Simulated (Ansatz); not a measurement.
## Electronic structure of ZnSe$_{2}$ in real space

Input file:

```
crystal:
  lattice:
    - [6.1991532596, 0.0, 0.0]
    - [0.0, 6.1991532596, 0.0]
    - [0.0, 0.0, 6.1991532596]
  atoms:
    - { symbol: Zn, position: [0.5, 0.5, 0.0] }
    - { symbol: Zn, position: [0.5, 0.0, 0.5] }
    - { symbol: Zn, position: [0.0, 0.5, 0.5] }
    - { symbol: Zn, position: [0.0, 0.0, 0.0] }
    - { symbol: Se, position: [0.1099629536, 0.8900370464, 0.3900370464] }
    - { symbol: Se, position: [0.8900370464, 0.3900370464, 0.1099629536] }
    - { symbol: Se, position: [0.3900370464, 0.1099629536, 0.8900370464] }
    - { symbol: Se, position: [0.6099629536, 0.6099629536, 0.6099629536] }
    - { symbol: Se, position: [0.8900370464, 0.1099629536, 0.6099629536] }
    - { symbol: Se, position: [0.1099629536, 0.6099629536, 0.8900370464] }
    - { symbol: Se, position: [0.6099629536, 0.8900370464, 0.1099629536] }
    - { symbol: Se, position: [0.3900370464, 0.3900370464, 0.3900370464] }
basis:
  ecutwfc: 420
kpoints:
  mp_grid: { grid: [4, 4, 4] }
hamiltonian:
  xc: pbesol
scf:
  occupations: { method: gaussian, width: 0.02 }
output:
  forces: true
  stress: true
  eigenvalues: true
  write_density: true
  write_potential: true
  elf: true
  volumetric_format: npy
relax:
  adjacent_minimum: "off"
  f_tol: 0.008
  max_steps: 50
  cell: { stress_tol: 0.08, p_target: 2.0 }
```

Command:

```sh
ansatz run input.yaml --threads 2 --pin off --max-ram 5120MiB --backend cpu --events-out ev --progress --plain --runs-dir out
```

Below, planes, directions and counts refer to the conventional cell (a = 6.18 Å, b = 6.18 Å, c = 6.18 Å, α = 90.00°, β = 90.00°, γ = 90.00°).

The fields are those of the run's last geometry, not of the input's.

Space group Pa-3; a structure from a database of computed crystals, not necessarily the ambient phase.

Level of theory: DFT PBEsol, scalar-relativistic, plane waves, PAW (Ansatz 0.2.0).

The density is the valence pseudo-density of a PAW calculation; it isn't the true density close to the nuclei.

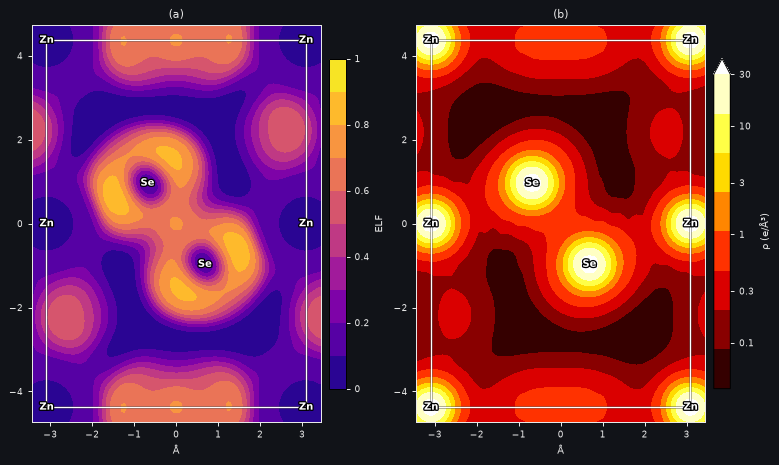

Figure 1. (a) electron localisation function; (b) valence pseudo-density on the (101) plane of the conventional cell.

Q: Describe what can be read from this map.

A: The section cuts through Zn and Se sites. Se–Se (2.37 Å): the density is about 0.6 e/Å³ at the midpoint; the ELF peaks at about 0.70 between the atoms. Zn–Se (2.59 Å): the density is about 0.36 e/Å³ at the midpoint; the ELF is about 0.55 at the midpoint. Between the atoms the lowest density in this plane is 0.04 e/Å³.

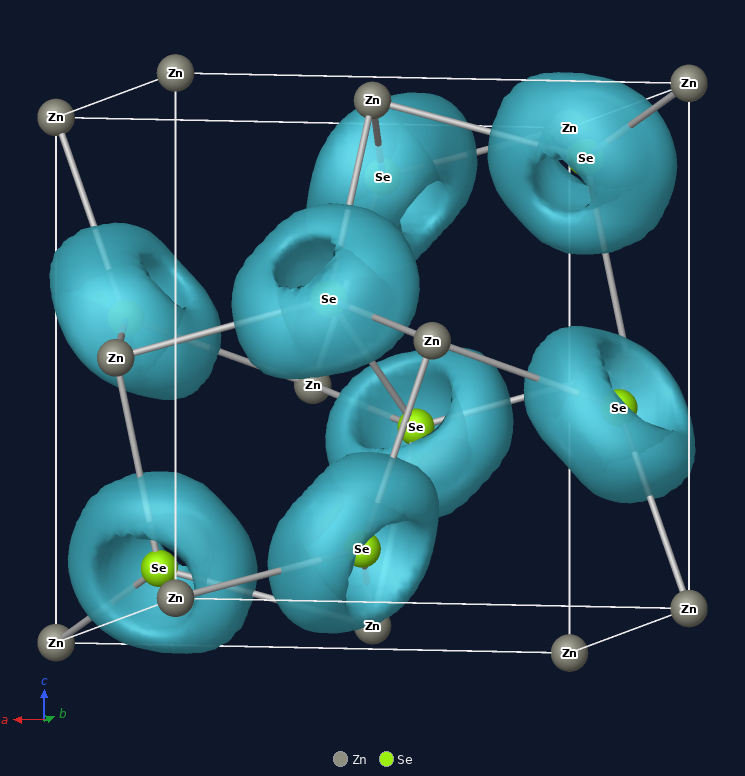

Figure 2. Isosurface of the ELF at 0.75 (cyan), seen at an oblique angle. Core shells and regions of very low density are left out. Sticks mark near contacts.

Q: Where are the electrons localised?

A: At this value the surface marks out eight regions wrapped around Se (the valence shell of each), counted in one cell of 12 atoms. Regions shared between cells count once.

Q: Does the calculation give a band gap?

A: It is gapped, with a Kohn–Sham gap of 0.70 eV on the k-point mesh (the band edges may lie off the mesh, which would make the gap smaller).
